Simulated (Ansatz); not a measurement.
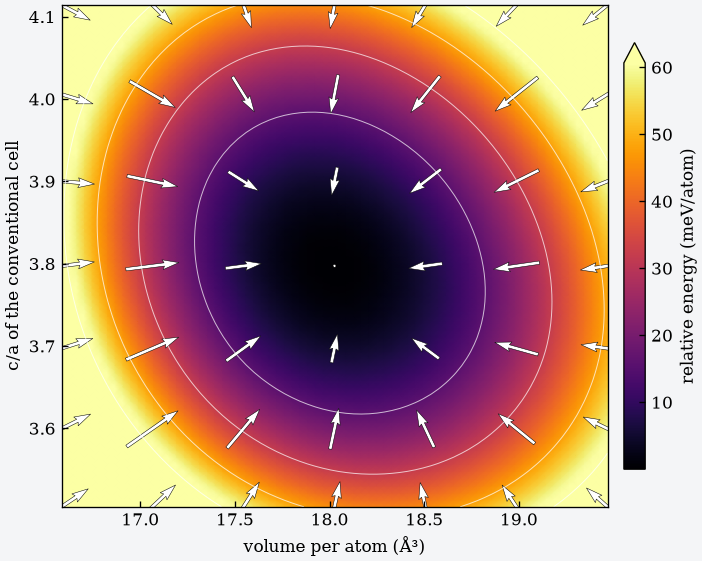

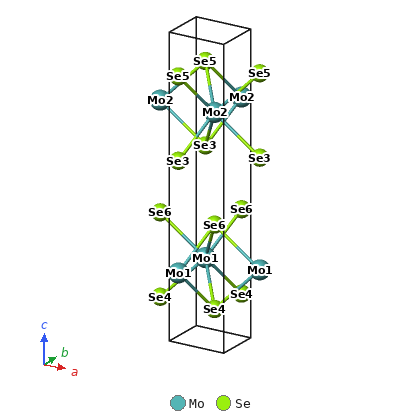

Energy landscape of MoSe₂ (P6_3/mmc, No. 194; 6 atoms in the cell). The energy is mapped over volume and the cell's shape. First axis: volume per atom. Second axis: c/a of the conventional cell. Nothing is relaxed (fractional coordinates fixed). The scan uses a 7 × 7 grid. Points are written as (first, second). All energies are given in meV/atom relative to the lowest grid point. The band gap closes in part of the range. Level of theory: Ansatz, DFT LDA+D3(BJ), scalar-relativistic, plane waves, PAW. Settings: cutoff 420 eV, k-mesh 15×15×4 in the order of the run's cell vectors, gaussian smearing 0.05 eV, no spin polarisation.

Drawn: a smooth colour map with a few white contour lines, arrows along the force (downhill), their lengths compressed, one colour for all values above the top of the scale. Between grid points the surface is interpolated. The second picture is the structure at the lowest point

Question: Summarise what can be read from the map.

Answer: The lowest grid point is at (18.03 Å³, 3.797). No other kind of well shows on this grid. The highest grid point, (16.58 Å³, 3.505), lies 134 meV/atom above the lowest. Round the minimum the valley is somewhat tilted: raising volume per atom shifts the best value of c/a of the conventional cell downwards (coupling k₁₂/√(k₁₁k₂₂) about 0.2).

Each point was launched as `ansatz run input.yaml --threads 2 --pin off --max-ram 4096MiB --backend cpu --events-out ev --progress --plain --runs-dir out`. Time for the 49 points that were run: 23 min on 2 threads of Arm Neoverse N1, with other jobs on the host.

PAW datasets: the set soft_1.
